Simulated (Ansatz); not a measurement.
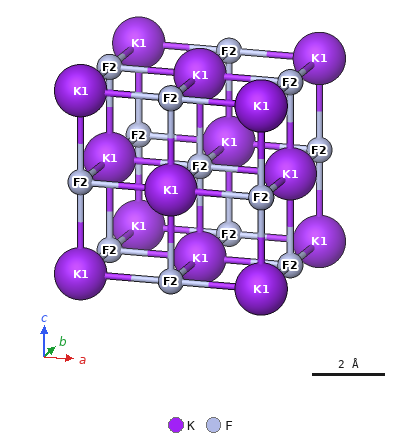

*The input geometry (ball-and-stick view of the cell 4 times as large as that of the calculation, set on its symmetry axes, seen slightly off an axis; atoms are numbered from 1 in the order of the input). An atom can appear more than once, as a periodic image.*

Near neighbours in the periodic cell (some may lie outside the picture): K has 6 F at 2.66 Å; F has 6 K at 2.66 Å.

**Single-point calculation, with input and output: KF**

- system: KF (Fm-3m, 2 atoms in the cell)
- method: DFT, r2SCAN, plane waves, PAW, no spin polarisation (Ansatz 0.2.0)

The structure derives from an entry of the Crystallography Open Database. Some settings of this run were made unusual or wrong on purpose. Figures and captions count atoms from 1; the log counts them from 0 in places.

**Input**
```yaml
crystal:
  lattice:
    - [0.0, 2.65879497188, 2.65879497188]
    - [2.65879497188, 0.0, 2.65879497188]
    - [2.65879497188, 2.65879497188, 0.0]
  atoms:
    - { symbol: K, position: [0.0, 0.0, 0.0] }
    - { symbol: F, position: [0.5, 0.5, 0.5] }
kpoints:
  mp_grid: { grid: [8, 8, 8] }
scf:
  occupations: { method: fermi_dirac, width: 2.0 }
  max_iter: 100
hamiltonian:
  xc: r2scan
  pseudopotentials: { kind: paw }
output:
  forces: true
  stress: true
  eigenvalues: true
  eigenstates:
    nscf_kmesh: { grid: [12, 12, 12] }
    de_dk: true
    e_range: [-9, 16.90929909572]
  optics:
    e_range: [0, 25]
    de: 0.2
    sigma: 0.15
    bands: { spectra_wanted_up_to: 25 }
    nscf_kmesh: { grid: [12, 12, 12] }
checkpoint:
  write: ck
  write_wavefunctions: false
```

Hardware: 1 thread of Arm Neoverse V1, 112 GiB of memory available, shared host.

Command:
```bash
ansatz run input.yaml --threads 1 --pin off --max-ram 3072MiB --backend cpu --events-out ev --progress --plain --runs-dir out
```

**What the program printed**
```
band count auto-derived: 26 (N_el = 16.0; filled up to band 8; 12 by the electrons, moments and atoms)
Engine: ansatz 0.2.0, aarch64-unknown-linux-gnu
Pseudopotentials: kind: paw
Pseudopotential: K, paw, valence charge 9, recommended cutoff 500 eV (meta_gga), K.paw.azcp
Pseudopotential: F, paw, valence charge 7, recommended cutoff 500 eV (meta_gga), F.paw.azcp
Functional definition: r2SCAN
  parameter k0 = 0.174
  parameter k1 = 0.065
  parameter a1 = 4.9479
  exchange = r2scan_x(k0 = k0, k1 = k1, a1 = a1)
  correlation = r2scan_c
Crystal: 2 atoms, lattice volume = 37.591 Å³
Basis set: ecut = 500 eV, 941 PW (Γ), exchange–correlation on 120×120×120 points (64 copies of the dense FFT grid, shifted against one another)
Bands: 26, of which v1, the nominal top of the filled ones, is band 8 counted from 1 (7 counted from 0)
Symmetry: 48 space group operations
Space group: Fm-3m (ITA 225), of the structure as read, at distance tolerance 3.3e-5 Å
k-points: 29 of 512
Non-local potential: K, projectors of the file, l = 0: 3, l = 1: 2, l = 2: 2
Non-local potential: F, projectors of the file, l = 0: 2, l = 1: 2, l = 2: 1
PAW form: soft (Blöchl's): semilocal exchange-correlation on the pseudo side does not see the compensation charge
PAW frozen core: K, regenerated for the run's functional (the file was generated under x = pbe(κ = 0.804, μ = 0.2195149727645171), c = pbe(β = 0.06672455060314922))
PAW frozen core: F, regenerated for the run's functional (the file was generated under x = pbe(κ = 0.804, μ = 0.2195149727645171), c = pbe(β = 0.06672455060314922))
PAW one-centre angular grid: K, 302 points (default); XC on 160 Gauss nodes
PAW one-centre angular grid: F, 302 points (default); XC on 160 Gauss nodes
Initial density: superposition of atomic densities (neutral atoms: chi_scale 0, normalization atom), corrected by the library's trained network
Initial wavefunctions: pseudopotential atomic-orbital guess
Functional: x = r2scan, c = r2scan; τ floored in thin density (d = 2e-4 eV/Å³)
SCF iter   1: F=—  HF=-2356.747714 eV  |F-HF|=—  |Δ(HF+E_count)|=         —  Δρ=3.26e-2  dr2=5.00e-1  dr2_τ=6.02e-3  ethr=1.77e-3  ⟨swp⟩=6.7  Hψ=4041  notcnv=0
preconditioner: auto → none  [insulator: Δε(μ)=7.221 eV  Ē_g=29.194 eV  σ=2.000 eV  W_gap=0.67  n_scr=14 (ndim 8)  ℏωp=22.7 eV  f_vac=0.128  D(μ)=0.36/eV (n_scr^D=0)  ε∞_Penn≈1.6]
SCF iter   2: F=—  HF=-2356.778384 eV  |F-HF|=—  |Δ(HF+E_count)|=   3.07e-2  Δρ=3.26e-2  dr2=2.26e-1  dr2_τ=3.27e-2  ethr=1.77e-3  ⟨swp⟩=2.3  Hψ=1209  notcnv=0
SCF iter   3: F=—  HF=-2356.724226 eV  |F-HF|=—  |Δ(HF+E_count)|=   5.42e-2  Δρ=5.58e-3  dr2=8.67e-3  dr2_τ=9.49e-4  ethr=1.41e-3  ⟨swp⟩=1.8  Hψ=922  notcnv=0
SCF iter   4: F=—  HF=-2356.725637 eV  |F-HF|=—  |Δ(HF+E_count)|=   1.41e-3  Δρ=7.12e-4  dr2=1.33e-4  dr2_τ=6.60e-5  ethr=5.42e-5  ⟨swp⟩=2.2  Hψ=1469  notcnv=0
SCF iter   5: F=—  HF=-2356.725630 eV  |F-HF|=—  |Δ(HF+E_count)|=   6.94e-6  Δρ=2.13e-4  dr2=6.54e-6  dr2_τ=3.05e-6  ethr=8.34e-7  ⟨swp⟩=2.0  Hψ=999  notcnv=0
SCF iter   6: F=—  HF=-2356.725637 eV  |F-HF|=—  |Δ(HF+E_count)|=   6.88e-6  Δρ=4.34e-5  dr2=4.35e-7  dr2_τ=8.88e-8  ethr=4.08e-8  ⟨swp⟩=2.8  Hψ=1297  notcnv=0
SCF iter   7: F=—  HF=-2356.725636 eV  |F-HF|=—  |Δ(HF+E_count)|=   6.98e-7  Δρ=4.34e-6  dr2=7.03e-9  dr2_τ=6.06e-10  ethr=2.72e-9  ⟨swp⟩=2.9  Hψ=1304  notcnv=0
SCF iter   8: F=—  HF=-2356.725636 eV  |F-HF|=—  |Δ(HF+E_count)|=   5.03e-9  Δρ=3.11e-7  dr2=1.91e-11  dr2_τ=2.24e-12  ethr=4.40e-11  ⟨swp⟩=2.1  Hψ=1215  notcnv=0
SCF iter   9: F=-2356.725636 eV  HF=-2356.725636 eV  |F-HF|=0.00e0  |Δ(HF+E_count)|=  9.09e-13  Δρ=1.31e-8  dr2=3.03e-14  dr2_τ=8.95e-15  ethr=1.00e-12  ⟨swp⟩=5.4  Hψ=2434  notcnv=0
SCF 1 converged in 9 iterations: F = -2356.725636 eV  dr2 = 3.03e-14
  greatest PAW one-centre occupation: 0.989 electrons in one spin orbital (limit 2), on the K atom at site 0 (counted from 0), in its partial waves of l = 0
```

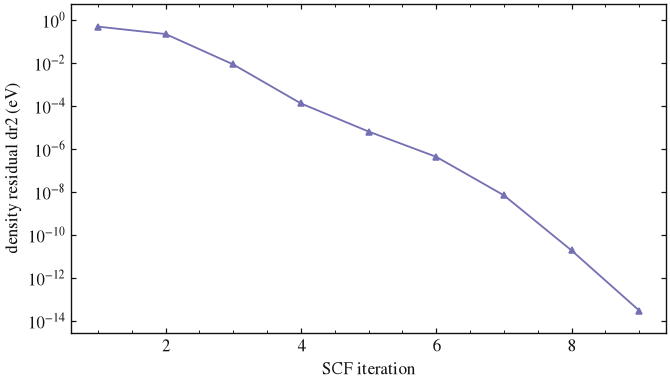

*Convergence of the self-consistent field: density residual dr2 against the SCF iteration.*

The residual falls at every step.

```
NSCF: frozen V_eff on 72 k-points
Optics k sum: 0 of 72 k-points
Optics k sum: 4 of 72 k-points
Optics k sum: 8 of 72 k-points
Optics k sum: 11 of 72 k-points
Optics k sum: 15 of 72 k-points
Optics k sum: 18 of 72 k-points
Optics k sum: 22 of 72 k-points
Optics k sum: 26 of 72 k-points
Optics k sum: 29 of 72 k-points
Optics k sum: 33 of 72 k-points
Optics k sum: 36 of 72 k-points
Optics k sum: 40 of 72 k-points
Optics k sum: 44 of 72 k-points
Optics k sum: 47 of 72 k-points
Optics k sum: 51 of 72 k-points
Optics k sum: 54 of 72 k-points
Optics k sum: 58 of 72 k-points
Optics k sum: 62 of 72 k-points
Optics k sum: 65 of 72 k-points
Optics k sum: 69 of 72 k-points
Optics k sum: 72 of 72 k-points
Optics k sum: 0 of 72 k-points
Optics k sum: 4 of 72 k-points
Optics k sum: 8 of 72 k-points
Optics k sum: 11 of 72 k-points
Optics k sum: 15 of 72 k-points
Optics k sum: 18 of 72 k-points
Optics k sum: 22 of 72 k-points
Optics k sum: 26 of 72 k-points
Optics k sum: 29 of 72 k-points
Optics k sum: 33 of 72 k-points
Optics k sum: 36 of 72 k-points
Optics k sum: 40 of 72 k-points
Optics k sum: 44 of 72 k-points
Optics k sum: 47 of 72 k-points
Optics k sum: 51 of 72 k-points
Optics k sum: 54 of 72 k-points
Optics k sum: 58 of 72 k-points
Optics k sum: 62 of 72 k-points
Optics k sum: 65 of 72 k-points
Optics k sum: 69 of 72 k-points
Optics k sum: 72 of 72 k-points
NSCF: frozen V_eff on 72 k-points
output.optics: what the bands over the 85 summed would add to eps1, eps2 and the energy-loss function is held between a lower and an upper bound (2 Lanczos steps). eps1, eps2 and their loss function (loss_summed_bands) are given on every row as the summed bands alone make them. Along an axis, on a row where the two bounds hold the loss function to about 1 % of the greater of itself and 0.5 % of |1/eps|, its cell (loss_completed) is given, with the completed eps1 and eps2 that it is formed of (a cell that is left empty reads nan in the table and null in the record). The two bounds hold it so along every axis on all 125 rows up to 25.000 eV. The run works to bound the rows up to 25.000 eV and no higher ones: a peak of the loss function over that energy may be left empty with no warning. To have the run work for it, set output.optics.bands.spectra_wanted_up_to to a higher energy. perfect_screening_sum, loss_f_sum_n_eff and, beside carriers, perfect_screening_limit are those of loss_summed_bands: over the bounded function the two sums would run over rows that are not all bounded, and lack what the bands left out lay past the top of the energy grid. Bounded is said of the bands left out alone, which are those that the basis at basis.ecutwfc holds: it says nothing of that cutoff, of the k-point mesh, of what the sum inside its cells errs by (eps2_relative_error), of the factors of all_electron_strengths, nor of how far the SCF is converged. The bands left out are taken at the k-points, and what their mean over the points' cells stands off that by is in neither bound: the run's estimate of it, which the test of a row counts in, is 0.00 % of |eps| at the most among the values given; where the mean stood off by over 0.5 % the points' spread read 0.1 to 3 times that
SCF converged after 9 iterations
Free energy (F): -2356.725636 eV
Harris-Foulkes:  -2356.725636 eV  (|F-HF|=0.00e0)
Internal energy: -2351.348143 eV  (E = F + TS)
E sigma→0 (E₀):  -2354.036890 eV
Entropy (-TS):   -5.377493 eV (-2688.746 meV/atom)
Fermi energy:    5.341886 eV
--- Per-component energies (eV) ---
  E_band       = -139.522681
  E_kinetic    = 464.184600
  E_local      = -1096.883072  (includes V_loc(G=0)·N_el)
  E_nonlocal   = 86.298800
  E_hartree    = 391.962861
  E_xc         = -213.326692
  E_vxc        = -302.838705  (∫ρ·V_xc dr)
  E_paw        = -990.444631  (= ΣΔE_a)
  E_vpaw       = -93.952732  (= ΣTr[D̂ρ^β])
  E_aug_tail   = 0.001018  (compensation charges beyond the density's cutoff)
  E_vtau       = 19.741691  (kinetic-family band-sum trace: ∫τ·v_τ [+ j·A + Jᵃ·Aᵃ] dr)
  E_ewald      = -992.913451
  E_core_change = -0.227577  (= ΣΔE_core)
  E_smearing   = -5.377493  (= −TS)
  E_closure    = -0.000000  (closes the sum)
  Σ components = -2356.725636   (vs F -2356.725636, Δ=0.00e0)
--- Forces (eV/Å), atoms counted from 1 ---
  atom   1  K     -0.00000000     0.00000000    -0.00000000
  atom   2  F      0.00000000     0.00000000     0.00000000
  max |Σ_I F_I| component: 4.08e-29 eV/Å
--- Stress (GPa, compression-positive) ---
        7.128670       0.000000      -0.000000
       -0.000000       7.128670       0.000000
        0.000000       0.000000       7.128670
  P = ⅓ Tr σ = 7.1287 GPa (71.287 kbar)
--- Band table (eV; the first three rows and the last of 29) ---
  k-point 0: bands = ["-25.6341", "-20.0413", "-8.1286", "-8.1286", "-8.1286", "-0.1507", "-0.1507", "-0.1507", "7.6949", "12.5582", "12.5582", "12.5582", "14.4517", "14.4517", "18.0319", "26.6073", "26.6073", "26.6073", "26.6312", "26.6312", "26.6312", "29.4833", "29.4833", "29.4833", "31.1330", "31.1330"]
  k-point 1: bands = ["-25.6168", "-20.0559", "-8.1762", "-8.1331", "-8.1331", "-0.2621", "-0.1976", "-0.1976", "8.1132", "12.2163", "12.7768", "12.7768", "14.5837", "14.5837", "18.8797", "24.9679", "25.7362", "25.7362", "26.1125", "26.8712", "26.8712", "28.7652", "28.7652", "30.3940", "32.4933", "32.4933"]
  k-point 2: bands = ["-25.5744", "-20.0918", "-8.2903", "-8.1438", "-8.1438", "-0.5056", "-0.3089", "-0.3089", "9.1614", "11.7514", "13.3153", "13.3153", "15.0114", "15.0114", "20.1875", "22.9062", "23.6304", "23.6304", "25.1864", "27.4583", "27.4583", "28.5445", "28.5445", "31.5235", "34.2511", "34.2511"]
  k-point 28: bands = ["-25.4875", "-20.1103", "-8.5683", "-8.5683", "-8.2234", "-0.5057", "-0.2234", "-0.2234", "11.2630", "11.2630", "13.1833", "15.3671", "16.3457", "17.1322", "18.0220", "18.0220", "20.5894", "24.5658", "24.5658", "28.6125", "30.0372", "31.0159", "31.7324", "31.7324", "33.7246", "35.8867"]
--- Fermi surface from the table of eigenstates not read: on its mesh, or on one of the eight of every second point, the electrons fill whole bands (an insulator's do; a metal wants a denser output.eigenstates.nscf_kmesh) ---
```

**What the run reported**

- outcome: converged
- space group (tolerance 0.01 Å): Fm-3m (225)
- electrons treated: 16
- free energy: −2356.7256 eV
- Fermi energy: 5.342 eV
- pressure: 7.13 GPa
- largest force (length of the vector): under 0.001 eV/Å
- wall time: 2.4 min
- peak memory: 1 GiB

**Diagnosis**

This input holds a deliberate fault: a smearing of electronvolts (`scf.occupations`). So wide a smearing fills empty bands and washes out gaps and moments. The run converged all the same; its numbers are those of the faulty input and shouldn't be used. The program warns: the optical spectrum is taken on partly filled bands.
